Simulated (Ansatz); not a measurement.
## Geometry relaxation, with input and output: C (part 3 of 3)

C (slab, 16 atoms in the cell); DFT PBE, scalar-relativistic, plane waves, PAW, no spin polarisation (Ansatz 0.2.0); cutoff 600 eV, 12×12×1 k-mesh, Gaussian smearing of 0.1 eV. The structure derives from an entry of the Crystallography Open Database. The input holds or restrains some coordinates. Forces given for the steps count only the free coordinates. It belongs to a series of runs on one base structure; here: clean surface, atoms relaxed.

Geometry of the input (Å; fractional positions):
```
2.5221  0.0000  0.0000
-1.2610  2.1842  0.0000
0.0000  0.0000  31.9297
C  0.3333  0.6667  0.2662
C  0.0000  0.0000  0.2823
C  0.0000  0.0000  0.3307
C  0.6667  0.3333  0.3468
C  0.6667  0.3333  0.3952
C  0.0000  0.0000  0.4113
C  0.0000  0.0000  0.4597
C  0.3333  0.6667  0.4758
C  0.3333  0.6667  0.5242
C  0.0000  0.0000  0.5403
C  0.0000  0.0000  0.5887
C  0.6667  0.3333  0.6048
C  0.6667  0.3333  0.6532
C  0.0000  0.0000  0.6693
C  0.0000  0.0000  0.7177
C  0.3333  0.6667  0.7338
```

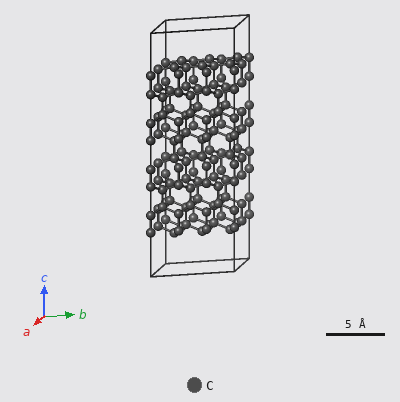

The geometry at step 5 of the log (ball-and-stick view of the 2 × 3 repeat of the cell, with the vacuum cut short, seen slightly off an axis).

Trajectory as extended XYZ, continued:
```
16
Lattice="2.5221 0.0000 0.0000 -1.2610 2.1842 0.0000 0.0000 0.0000 31.9297" Properties=species:S:1:pos:R:3:forces:R:3 step=5 energy=-4008.40885
C     0.0000    1.4561    8.5000    0.0000   0.0000   3.9665
C     0.0000    0.0000    9.0148    0.0000   0.0000  -4.5490
C     0.0000    0.0000   10.5593    0.0000   0.0000   0.4699
C     1.2610    0.7281   11.0741    0.0000   0.0000  -0.6532
C     1.2610    0.7281   12.6186    0.0000   0.0000   0.4413
C     0.0000    0.0000   13.1334    0.0000   0.0000   0.2671
C     0.0000    0.0000   14.6778    0.0000   0.0000  -0.0898
C     0.0000    1.4561   15.1926    0.0000   0.0000   0.1474
C     0.0000    1.4561   16.7639    0.0000   0.0000  -0.0046
C     0.0000    0.0000   17.2823    0.0000   0.0000   0.0001
C     0.0000    0.0000   18.8291    0.0000   0.0000   0.0025
C     1.2610    0.7281   19.3443    0.0000   0.0000  -0.0011
C     1.2610    0.7281   20.9327    0.0000   0.0000   0.0027
C     0.0000    0.0000   21.4218    0.0000   0.0000   0.0042
C     0.0000    0.0000   23.1107    0.0000   0.0000  -0.0023
C     0.0000    1.4561   23.3767    0.0000   0.0000  -0.0017
```

Summary:

```tsv
quantity	value
outcome	converged under the restraints of the input
electrons treated	64
free energy	−4008.4088 eV
work function, top face	4.71 eV
work function, bottom face	5.65 eV
Fermi energy	4.964 eV
gap on the k-point mesh	none (metallic)
final volume	175.89 Å³
work function (upper face)	4.71 eV
largest force (length of the vector) at the end, held atoms and coordinates included	4.549 eV/Å
hardware	2 threads of AMD EPYC (Zen 4), 32 GiB of memory available, shared host
wall time	49 s (CPU time 98 s)
peak memory	0.68 GiB
```
